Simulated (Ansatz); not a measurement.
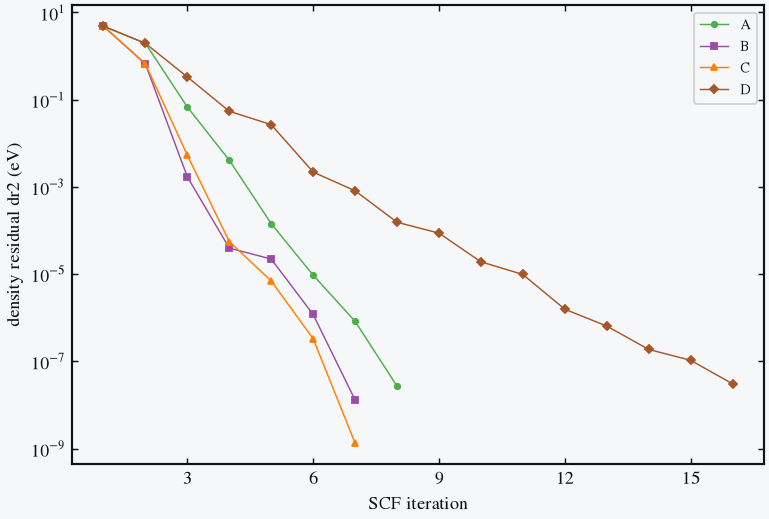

The same cell was run with different SCF settings; each curve is one run.
The run: C (Cmme, 4 atoms in the cell), by Ansatz, DFT r2SCAN, scalar-relativistic, plane waves, PAW; cutoff 500 eV, 18×18×6 k-mesh, Gaussian smearing of 0.1 eV.

A: mixing history: 16 steps
B: preconditioner: ldos
C: preconditioner: kerker_dos
D: mixing history: 1 steps

**How did each run end?**

Run B converged in 7 iterations. Run C converged in 7 iterations. Run A converged in 8 iterations. Run D converged in 16 iterations.

The converged runs agree in energy within 1 meV per atom.
